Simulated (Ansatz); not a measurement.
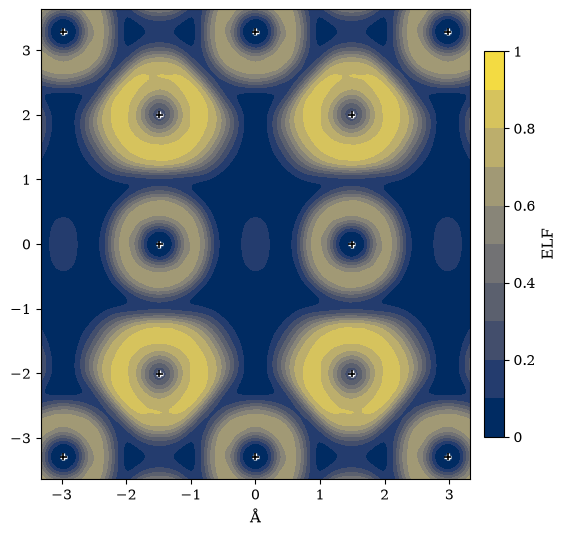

The ELF on a plane through atoms (crosses mark nuclei in the plane).

Level of theory: Kohn-Sham DFT of a periodic cell, PBE, Ansatz PAW in Ansatz 0.2.0.

Candidates:
A. TiO2, a = 5.95 Å, b = 6.57 Å, c = 6.57 Å, α = 90.00°, β = 90.00°, γ = 90.00°. Space group Imma; a structure from a database of computed crystals, not necessarily the ambient phase; computed pressure about −3 GPa in this cell; the program warned that the cutoff is below the recommended one.
B. Al2O3, a = 4.61 Å, b = 9.56 Å, c = 3.12 Å, α = 90.00°, β = 90.00°, γ = 90.00°. Space group Pnnm; a structure from a database of computed crystals, not necessarily the ambient phase; computed pressure about 2 GPa in this cell; the program warned that the cutoff is below the recommended one.

Which system is this?

Candidate A: TiO2 on the (001) plane of the conventional cell, which holds Ti and O. Ti–O (1.96 Å): the ELF peaks at about 0.85 in the valence shell of O, 0.6 Å from its nucleus, and is about 0.20 at the midpoint; no shared electron pair shows on this line. Ti–O (1.96 Å): the ELF peaks at about 0.85 in the valence shell of O, 0.6 Å from its nucleus, and is about 0.20 at the midpoint; no localised pair shows between them.
